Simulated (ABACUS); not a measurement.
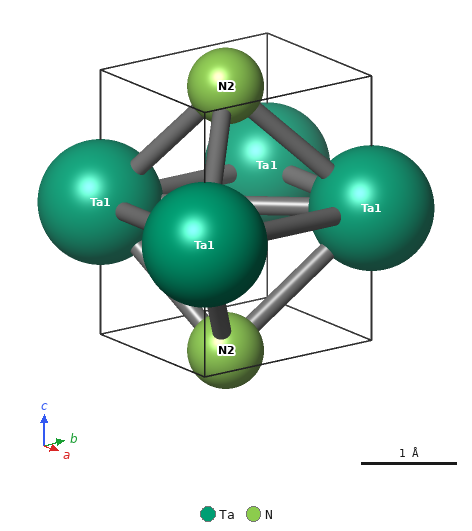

Fig. 1: The structure as given in the input (ball-and-stick view of the cell of the calculation, seen slightly off an axis; atoms are numbered from 1 in the order of the input).

TaN: single-point calculation at one volume of an equation of state (part 1 of 2)

TaN (P-6m2, 2 atoms in the cell), computed with Kohn-Sham DFT of a periodic cell, PBE, PseudoDojo NC SR 0.4.1 PBE standard, no spin polarisation (ABACUS 3.10.1).

The structure derives from an entry of the Crystallography Open Database. It belongs to a series of runs on one base structure; here: volume scaled by 0.94.

### The input
```
INPUT_PARAMETERS
suffix              TaN
calculation         scf
basis_type          lcao
pseudo_dir          ./
orbital_dir         ./
symmetry            1
dft_functional      pbe
ecutwfc             100
pseudo_rcut         10
nspin               1
nbands              13
ks_solver           genelpa
smearing_method     fd
smearing_sigma      0.00367493
scf_thr             1e-07
scf_nmax            100
mixing_type         broyden
mixing_beta         0.7
cal_force           1
cal_stress          1
out_mul             1
```

### File STRU
```
ATOMIC_SPECIES
Ta 180.9479 Ta.upf
N 14.0070 N.upf

NUMERICAL_ORBITAL
Ta_confined-atom_7au_4s3p3d1f.orb
N_confined-atom_6au_3s3p2d1f.orb

LATTICE_CONSTANT
1.8897261246

LATTICE_VECTORS
2.8780239874 0.0000000000 0.0000000000
-1.4390119937 2.4924418858 0.0000000000
0.0000000000 0.0000000000 2.8241467514

ATOMIC_POSITIONS
Direct

Ta
0.0
1
0.0000000000 0.0000000000 0.5000000000 1 1 1

N
0.0
1
0.6666666667 0.3333333333 0.0000000000 1 1 1
```

### File KPT
```
K_POINTS
0
Gamma
10 10 9 0 0 0
```

Machine: 4 threads of Intel Xeon @ 2.80GHz (Skylake/Cascade Lake), 24 GiB of memory available, shared host.

Launched with:
```bash
OMP_NUM_THREADS=1 mpirun -np 4 abacus > log
```

### What the program printed
```
ABACUS v3.10.1

               Atomic-orbital Based Ab-initio Computation at UStc

 ------------------------------------------------------------------------------------

 READING GENERAL INFORMATION
                           global_out_dir = OUT.TaN/
                           global_in_card = INPUT
                               pseudo_dir = ./
                              orbital_dir = ./
                                    DSIZE = 4
                                    GSIZE = 1

 READING UNITCELL INFORMATION
                                    ntype = 2
                  lattice constant (Bohr) = 1.88973
              lattice constant (Angstrom) = 1

 READING ATOM TYPE 1
                               atom label = Ta
                      L=0, number of zeta = 4
                      L=1, number of zeta = 3
                      L=2, number of zeta = 3
                      L=3, number of zeta = 1
             number of atom for this type = 1

 READING ATOM TYPE 2
                               atom label = N
                      L=0, number of zeta = 3
                      L=1, number of zeta = 3
                      L=2, number of zeta = 2
                      L=3, number of zeta = 1
             number of atom for this type = 1

                        TOTAL ATOM NUMBER = 2
DIRECT COORDINATES
    atom                   x                   y                   z     mag                  vx                  vy                  vz
taud_Ta1            0.0000000000        0.0000000000        0.5000000000  0.0000        0.0000000000        0.0000000000        0.0000000000
taud_N1            0.6666666667        0.3333333333        0.0000000000  0.0000        0.0000000000        0.0000000000        0.0000000000

                          Volume (Bohr^3) = 136.711
                             Volume (A^3) = 20.2584

 Lattice vectors: (Cartesian coordinate: in unit of a_0)
             +2.87802                  +0                  +0
             -1.43901            +2.49244                  +0
                   +0                  +0            +2.82415
 Reciprocal vectors: (Cartesian coordinate: in unit of 2 pi/a_0)
            +0.347461           +0.200606                  -0
                   -0           +0.401213                  -0
                   +0                  -0           +0.354089
 The esolver type has been set to : ksdft_lcao

                PAO radial cut off (Bohr) = 10

 Read in pseudopotential file is Ta.upf
                     pseudopotential type = NC
          exchange-correlation functional = PBE
                 nonlocal core correction = 1
                        valence electrons = 13
                                     lmax = 3
                           number of zeta = 4
                     number of projectors = 8
                           L of projector = 0
                           L of projector = 0
                           L of projector = 1
                           L of projector = 1
                           L of projector = 2
                           L of projector = 2
                           L of projector = 3
                           L of projector = 3
                PAO radial cut off (Bohr) = 10

 Read in pseudopotential file is N.upf
                     pseudopotential type = NC
          exchange-correlation functional = PBE
                 nonlocal core correction = 1
                        valence electrons = 5
                                     lmax = 1
                           number of zeta = 2
                     number of projectors = 4
                           L of projector = 0
                           L of projector = 0
                           L of projector = 1
                           L of projector = 1
     initial pseudo atomic orbital number = 14

 SETUP THE ELECTRONS NUMBER
            electron number of element Ta = 13
      total electron number of element Ta = 13
             electron number of element N = 5
       total electron number of element N = 5
            AUTOSET number of electrons:  = 18
                           occupied bands = 9
                                   NLOCAL = 64
                                   NBANDS = 13
                                   NBANDS = 13
                                   NLOCAL = 64

%%%%%%%%%%%%%%%%%%%%%%%%%%%%%%%%%%%%%%%%%%%%%%%%%%%%%%%%%%%%%%%%%%%%%%%%%%%%%%%%%%%%%%%%%%%%%%%%%%%%%%%%%%
 Warning: the number of valence electrons in pseudopotential > 5 for Ta: [Xe] 4f14 5d3 6s2
 Pseudopotentials with additional electrons can yield (more) accurate outcomes, but may be less efficient.
 If you're confident that your chosen pseudopotential is appropriate, you can safely ignore this warning.
%%%%%%%%%%%%%%%%%%%%%%%%%%%%%%%%%%%%%%%%%%%%%%%%%%%%%%%%%%%%%%%%%%%%%%%%%%%%%%%%%%%%%%%%%%%%%%%%%%%%%%%%%%

 SETUP THE PLANE WAVE BASIS
 energy cutoff for charge/potential (unit:Ry) = 400
            fft grid for charge/potential = [ 36, 36, 36 ]
                        fft grid division = [ 3, 3, 3 ]
        big fft grid for charge/potential = [ 12, 12, 12 ]
                                     nbxx = 432
                                     nrxx = 11664

 SETUP PLANE WAVES FOR CHARGE/POTENTIAL
                    number of plane waves = 18489
                         number of sticks = 817

 PARALLEL PW FOR CHARGE/POTENTIAL
     PROC   COLUMNS(POT)             PW
        1            204           4622
        2            204           4622
        3            205           4623
        4            204           4622
 --------------- sum -------------------
        4            817          18489
                            number of |g| = 856
                                  max |g| = 36.1595
                                  min |g| = 0.160972

----------- Double Check Mixing Parameters Begin ------------
mixing_type: broyden
mixing_beta: 0.7
mixing_gg0: 1
mixing_gg0_min: 0.1
mixing_ndim: 8
----------- Double Check Mixing Parameters End ------------

 LATTICE VECTORS: (CARTESIAN COORDINATE: IN UNIT OF A0)
             +2.87802                  +0                  +0
             -1.43901            +2.49244                  +0
                   +0                  +0            +2.82415
                       right hand lattice = 1
                                   NORM_A = 2.87802
                                   NORM_B = 2.87802
                                   NORM_C = 2.82415
                           ALPHA (DEGREE) = 90
                           BETA  (DEGREE) = 90
                           GAMMA (DEGREE) = 120

 The lattice vectors have been changed (STRU_SIMPLE.cif)

(for optimal symmetric configuration:)
                             BRAVAIS TYPE = 4
                     BRAVAIS LATTICE NAME = 04. Hexagonal cell
                                    ibrav = 4
                                    IBRAV = 4
                                  BRAVAIS = HEXAGONAL CELL
                       LATTICE CONSTANT A = 2.87802
                                C/A RATIO = 0.98128
Original cell was already a primitive cell.
                        ROTATION MATRICES = 24
              PURE POINT GROUP OPERATIONS = 12
                   SPACE GROUP OPERATIONS = 12
                                       C2 = 3
                                       C3 = 2
                                       C4 = 0
                                       C6 = 0
                                       S1 = 4
                                       S3 = 2
                                       S4 = 0
                                       S6 = 0
                              POINT GROUP = D_3h
                                       C2 = 3
                                       C3 = 2
                                       C4 = 0
                                       C6 = 0
                                       S1 = 4
                                       S3 = 2
                                       S4 = 0
                                       S6 = 0
               POINT GROUP IN SPACE GROUP = D_3h

 SETUP K-POINTS
                                    nspin = 1
                   Input type of k points = Monkhorst-Pack(Gamma)
                                   nkstot = 900
                       right hand lattice = 1
(for reciprocal lattice: )
                             BRAVAIS TYPE = 4
                     BRAVAIS LATTICE NAME = 04. Hexagonal cell
                                    ibrav = 4
                       right hand lattice = 1
(for k-lattice: )
                             BRAVAIS TYPE = 4
                     BRAVAIS LATTICE NAME = 04. Hexagonal cell
                                    ibrav = 4
                       right hand lattice = 1
                        ROTATION MATRICES = 24
                               nkstot_ibz = 70
K-POINTS REDUCTION ACCORDING TO SYMMETRY
     IBZ    DIRECT_X    DIRECT_Y    DIRECT_Z  WEIGHT  ibz2bz
       1  0.00000000  0.00000000  0.00000000  0.0011       0
       2 -0.10000000  0.10000000  0.00000000  0.0067       1
       3 -0.20000000  0.20000000  0.00000000  0.0067       2
       4 -0.30000000  0.30000000  0.00000000  0.0067       3
       5 -0.40000000  0.40000000  0.00000000  0.0067       4
       6  0.50000000  0.50000000  0.00000000  0.0033       5
       7 -0.10000000  0.20000000  0.00000000  0.0067      11
       8 -0.20000000  0.30000000  0.00000000  0.0133      12
       9 -0.30000000  0.40000000  0.00000000  0.0133      13
      10  0.50000000  0.40000000  0.00000000  0.0133      14
      11 -0.20000000  0.40000000  0.00000000  0.0067      22
      12  0.50000000  0.30000000  0.00000000  0.0133      23
      13  0.40000000  0.40000000  0.00000000  0.0067      24
      14  0.40000000  0.30000000  0.00000000  0.0067      33
      15  0.00000000  0.00000000  0.11111111  0.0022     100
      16 -0.10000000  0.10000000  0.11111111  0.0133     101
      17 -0.20000000  0.20000000  0.11111111  0.0133     102
      18 -0.30000000  0.30000000  0.11111111  0.0133     103
      19 -0.40000000  0.40000000  0.11111111  0.0133     104
      20  0.50000000  0.50000000  0.11111111  0.0067     105
      21 -0.10000000  0.20000000  0.11111111  0.0133     111
      22 -0.20000000  0.30000000  0.11111111  0.0267     112
      23 -0.30000000  0.40000000  0.11111111  0.0267     113
      24  0.50000000  0.40000000  0.11111111  0.0267     114
      25 -0.20000000  0.40000000  0.11111111  0.0133     122
      26  0.50000000  0.30000000  0.11111111  0.0267     123
      27  0.40000000  0.40000000  0.11111111  0.0133     124
      28  0.40000000  0.30000000  0.11111111  0.0133     133
      29  0.00000000  0.00000000  0.22222222  0.0022     200
      30 -0.10000000  0.10000000  0.22222222  0.0133     201
[... 40 further k points ...]

                               nkstot now = 70
[... K-POINTS DIRECT COORDINATES: 70 rows ...]

           k-point number in this process = 70
       minimum distributed K point number = 70
[... stars of the k points ...]

[... K-POINTS CARTESIAN COORDINATES: 70 rows ...]

[... K-POINTS DIRECT COORDINATES: 70 rows ...]

 SETUP PLANE WAVES FOR WAVE FUNCTIONS
     energy cutoff for wavefunc (unit:Ry) = 100
              fft grid for wave functions = [ 36, 36, 36 ]
                    number of plane waves = 3343
                         number of sticks = 253

 PARALLEL PW FOR WAVE FUNCTIONS
     PROC   COLUMNS(POT)             PW
        1             63            835
        2             63            835
        3             63            835
        4             64            838
 --------------- sum -------------------
        4            253           3343

 SET NONLOCAL PSEUDOPOTENTIAL PROJECTORS
 SET NONLOCAL PSEUDOPOTENTIAL PROJECTORS
 max number of nonlocal projetors among all species is 8

 -------------------------------------------
 SELF-CONSISTENT
 -------------------------------------------

 SETUP SEARCHING RADIUS FOR PROGRAM TO SEARCH ADJACENT ATOMS
                  longest orb rcut (Bohr) = 7
   longest nonlocal projector rcut (Bohr) = 2.3
                     search radius (Bohr) = 18.6
              searching radius is (Bohr)) = 18.6
         searching radius unit is (Bohr)) = 1.89
                         PeriodicBoundary = 1
                        Radius(unit:lat0) = 9.84
                                   glayer = [ 5, 5, 5 ]
                             glayer_minus = [ 4, 4, 4 ]

Find the coordinate range of the input atom(unit:lat0).
                                  min_tau = [ -17.3, -9.97, -11.3 ]
                                  max_tau = [ 18.7, 10.8, 12.7 ]
                                BoxNumber = [ 9, 9, 9 ]

 SETUP EXTENDED REAL SPACE GRID FOR GRID INTEGRATION
                          real space grid = [ 36, 36, 36 ]
                 big cell numbers in grid = [ 12, 12, 12 ]
             meshcell numbers in big cell = [ 3, 3, 3 ]
                        extended fft grid = [ 18, 18, 16 ]
                dimension of extened grid = [ 49, 49, 45 ]
                            UnitCellTotal = 125
              Atom number in sub-FFT-grid = 2
    Local orbitals number in sub-FFT-grid = 64
                                ParaV.nnr = 84008
                                 init_chg = atomic

 LCAO ALGORITHM --------------- ION=   1  ELEC=   1--------------------------------

 Density error is 0.107457515546
----------------------------------------------------------
     Energy           Rydberg                 eV
----------------------------------------------------------
 E_KohnSham     -150.9381162402      -2053.6184262526
 E_Harris       -151.5290881418      -2061.6590114728
 E_Fermi        1.6241540911         22.0977500695
----------------------------------------------------------

 LCAO ALGORITHM --------------- ION=   1  ELEC=   2--------------------------------

 Density error is 0.0902944986302
----------------------------------------------------------
     Energy           Rydberg                 eV
----------------------------------------------------------
 E_KohnSham     -151.0317674807      -2054.8926167484
 E_Harris       -150.9545312498      -2053.8417639165
 E_Fermi        1.5628700862         21.2639384067
```
